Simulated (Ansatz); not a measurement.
# Single-point calculation, with input and output: MnS (part 1 of 2)

System: MnS (F-43m, 4 atoms in the cell).
Method: DFT r2SCAN+U, scalar-relativistic, plane waves, PAW, Ueff = 2 eV on Mn atom 1 d; Ueff = 2 eV on Mn atom 3 d, spin-polarised (Ansatz 0.2.0).

The structure derives from an entry of the Crystallography Open Database. It belongs to a series of runs on one base structure; here: random orbitals: harmonics, high filling. Figures and captions count atoms from 1; the log counts them from 0 in places.

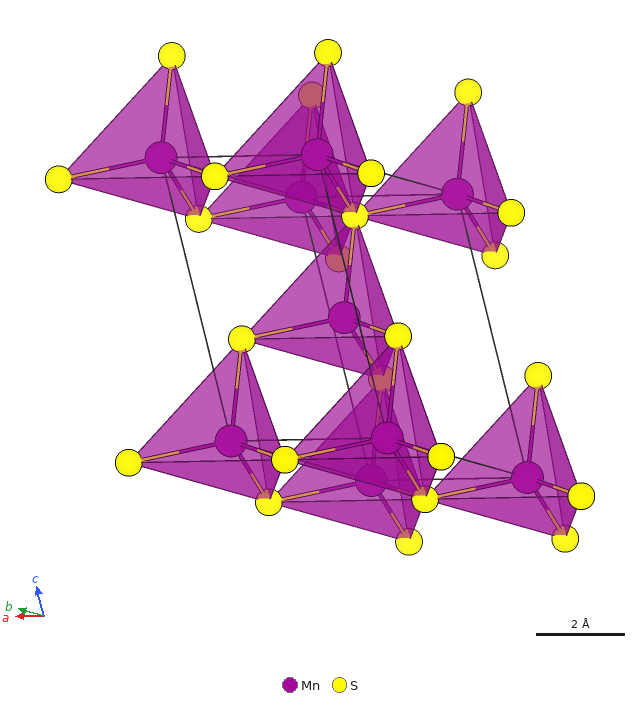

*The structure (polyhedral view of the reduced cell, seen at an oblique angle; polyhedra are completed across the faces of the cell).*

Results in brief:

| quantity | value |
| --- | --- |
| outcome | converged |
| space group (tolerance 0.01 Å) | F-43m (216) |
| electrons treated | 42 |
| free energy | −9623.2547 eV |
| Fermi energy | 7.752 eV |
| gap on the k-point mesh | 2.55 eV |
| net moment of the cell | 0.00 μB |
| integrated absolute moment | 9.66 μB |
| pressure | 1.64 GPa |
| largest force (length of the vector) | 0.141 eV/Å |
| hardware | 4 threads of Arm Neoverse N1, 24 GiB of memory available, shared host |
| wall time | 30 s (CPU time 1.9 min) |
| peak memory | 0.71 GiB |

Remarks:

Warnings of the run: the state was not tested for a lower one.

Input file:
```yaml
crystal:
  lattice:
    - [0.0, 2.8, 2.8]
    - [2.8, 0.0, 2.8]
    - [5.6, 5.6, 0.0]
  atoms:
    - { symbol: Mn, position: [0.0, 0.0, 0.0], spin: 5.0 }
    - { symbol: S, position: [0.75, 0.75, 0.375] }
    - { symbol: Mn, position: [0.0, 0.0, 0.5], spin: -5.0 }
    - { symbol: S, position: [0.75, 0.75, 0.875] }
basis:
  ecutwfc: 500
  ecutrho_ratio: 4
kpoints:
  mp_grid: { grid: [6, 6, 6] }
hamiltonian:
  xc: r2scan
  hubbard:
    sites:
      - { site: 0, l: d, u_eff: 2.0, starting_ns: [{ spin: up, occupation_matrix: s0up }, { spin: down, occupation_matrix: s0down }] }
      - { site: 2, l: d, u_eff: 2.0, starting_ns: [{ spin: up, occupation_matrix: s2up }, { spin: down, occupation_matrix: s2down }] }
    occupation_matrices:
      s0up:
        matrix:
          - [0.97, 0.0, 0.0, 0.0, 0.0]
          - [0.0, 0.97, 0.0, 0.0, 0.0]
          - [0.0, 0.0, 0.97, 0.0, 0.0]
          - [0.0, 0.0, 0.0, 0.97, 0.0]
          - [0.0, 0.0, 0.0, 0.0, 0.97]
      s0down:
        matrix:
          - [0.02, 0.0, 0.0, 0.0, 0.0]
          - [0.0, 0.02, 0.0, 0.0, 0.0]
          - [0.0, 0.0, 0.02, 0.0, 0.0]
          - [0.0, 0.0, 0.0, 0.02, 0.0]
          - [0.0, 0.0, 0.0, 0.0, 0.02]
      s2up:
        matrix:
          - [0.02, 0.0, 0.0, 0.0, 0.0]
          - [0.0, 0.02, 0.0, 0.0, 0.0]
          - [0.0, 0.0, 0.02, 0.0, 0.0]
          - [0.0, 0.0, 0.0, 0.02, 0.0]
          - [0.0, 0.0, 0.0, 0.0, 0.02]
      s2down:
        matrix:
          - [0.97, 0.0, 0.0, 0.0, 0.0]
          - [0.0, 0.97, 0.0, 0.0, 0.0]
          - [0.0, 0.0, 0.97, 0.0, 0.0]
          - [0.0, 0.0, 0.0, 0.97, 0.0]
          - [0.0, 0.0, 0.0, 0.0, 0.97]
    ns_hold: { iters: 12 }
scf:
  occupations: { method: gaussian, width: 0.05 }
  lower_state_search: "off"
  max_iter: 150
output:
  forces: true
  stress: true
  eigenvalues: true
  populations: true
  hubbard: { sites: [{ site: 0, l: d }, { site: 2, l: d }] }
  write_density: true
  write_potential: true
  elf: true
  volumetric_format: npy
magnetization:
  spin_polarized: true
```

Launched with:
```bash
ansatz run input.yaml --threads 4 --pin off --max-ram 6144MiB --backend cpu --events-out ev --progress --plain --runs-dir out
```

Output:
```
Mn: projections on atomic orbitals take those of the free atom [Ne] 3s2 3p6 3d5 4s2, of charge +0.00 (hamiltonian.pseudopotentials.projection_atoms); the dataset's partial waves leave at most 9.0e-7 of an orbital's norm unspanned inside its sphere
S: projections on atomic orbitals take those of the free atom [Ne] 3s2 3p4, of charge +0.00 (hamiltonian.pseudopotentials.projection_atoms); the dataset's partial waves leave at most 1.6e-7 of an orbital's norm unspanned inside its sphere
Engine: ansatz 0.2.0, aarch64-unknown-linux-gnu
Pseudopotentials: kind: paw
Pseudopotential: Mn, paw, valence charge 15, recommended cutoff 500 eV (meta_gga), Mn.paw.azcp
Pseudopotential: S, paw, valence charge 6, recommended cutoff 500 eV (meta_gga), S.paw.azcp
Functional definition: r2SCAN
  parameter k0 = 0.174
  parameter k1 = 0.065
  parameter a1 = 4.9479
  exchange = r2scan_x(k0 = k0, k1 = k1, a1 = a1)
  correlation = r2scan_c
Crystal: 4 atoms, lattice volume = 87.808 Å³
Basis set: ecut = 500 eV, 2243 PW (Γ), exchange–correlation on 120×120×240 points (64 copies of the dense FFT grid, shifted against one another)
Bands: 32, of which v1, the nominal top of the filled ones, is band 21 counted from 1 (20 counted from 0)
Symmetry: 6 space group operations
Space group: R3m (ITA 160), of the structure as read, at distance tolerance 4.4e-5 Å
Magnetic group: BNS 160.68 (UNI 1298), of the structure as read, at distance tolerance 4.4e-5 Å
k-points: 32 of 216 (time reversal used)
Non-local potential: Mn, projectors of the file, l = 0: 3, l = 1: 2, l = 2: 3, l = 3: 1
Non-local potential: S, projectors of the file, l = 0: 2, l = 1: 2, l = 2: 2
PAW form: soft (Blöchl's): semilocal exchange-correlation on the pseudo side does not see the compensation charge
PAW frozen core: Mn, regenerated for the run's functional (the file was generated under x = pbe(κ = 0.804, μ = 0.2195149727645171), c = pbe(β = 0.06672455060314922))
PAW frozen core: S, regenerated for the run's functional (the file was generated under x = pbe(κ = 0.804, μ = 0.2195149727645171), c = pbe(β = 0.06672455060314922))
PAW one-centre angular grid: Mn, 590 points (default); XC on 160 Gauss nodes
PAW one-centre angular grid: S, 302 points (default); XC on 160 Gauss nodes
Initial density: superposition of atomic densities (chi_scale 0.1, normalization cell, long waves kept (reshape's long-wave potential 0.00 eV rms))
Starting moments: Σ|m| = 10 μB on 2 of 4 sites
Starting magnetic order: antiferromagnet; a translation exchanges its spin sublattices: spin-degenerate at every k-point
Initial wavefunctions: pseudopotential atomic-orbital guess
Functional: x = r2scan, c = r2scan; τ floored in thin density (d = 2e-4 eV/Å³)
```
